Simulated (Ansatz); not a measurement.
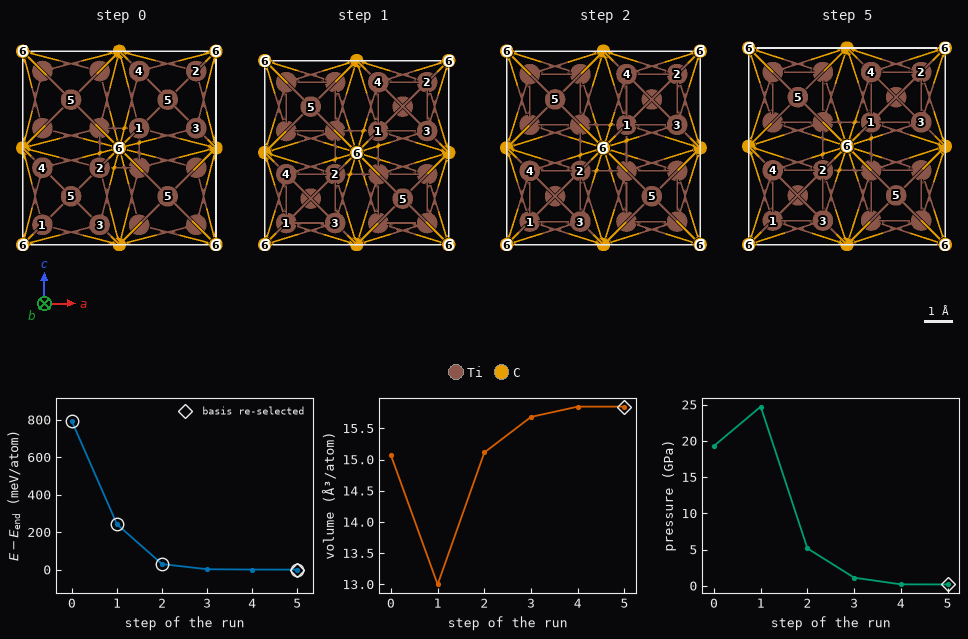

Frames of a relaxation of a crystal of Ti5C (a generated structure, set up in F-43m) (coarse preliminary run), marked on the history of the run. The picture is a ball-and-stick view of the conventional cell (4 times the calculation's cell), seen along the b axis. Lengths and directions refer to the drawn axes.

The calculation used Ansatz 0.2.0, DFT PBE, scalar-relativistic, plane waves, PAW. (plane-wave cutoff 420 eV; k-point mesh 4 × 4 × 4; occupations gaussian; smearing width 0.1 eV; no spin polarisation; cell and atoms relaxed; force threshold 0.04 eV/Å; at most 70 steps)

> Describe the path.

The energy falls by 791 meV per atom in 4 accepted moves (5 points after the start). The largest force component goes from 6 to 0.018 eV/Å. The pressure goes from 19.31 to 0.19 GPa. At 1 point the geometry stayed and the basis and grid were re-selected for the new cell (energy shift of 0.4 meV per atom at most each time). The largest moves relative to the cell, 0.25 Å, are those of Ti1, Ti2, Ti3 and Ti4. Ti4 goes along [1 1 −1]. C stays in place. The drawn cell changes as follows: a = b = c 7.124 → 7.245 Å (+1.7 %); the volume changes by +5.2 %. Among the contacts that change: Ti1–Ti2 2.059 → 2.507 Å, Ti1–Ti2 (another image) 2.979 → 2.617 Å, Ti1–Ti5 2.918 → 2.998 Å, Ti5–C6 3.085 → 3.137 Å. The space group stays F-43m (No. 216). From step 0 to 1: Ti atoms move most (0.18 Å), volume −13.7 %, energy −549 meV per atom. From step 1 to 2: Ti atoms move most (0.02 Å), volume +16.3 %, energy −212 meV per atom. From step 2 to 5: Ti atoms move most (0.04 Å), volume +4.9 %, energy −29.5 meV per atom.
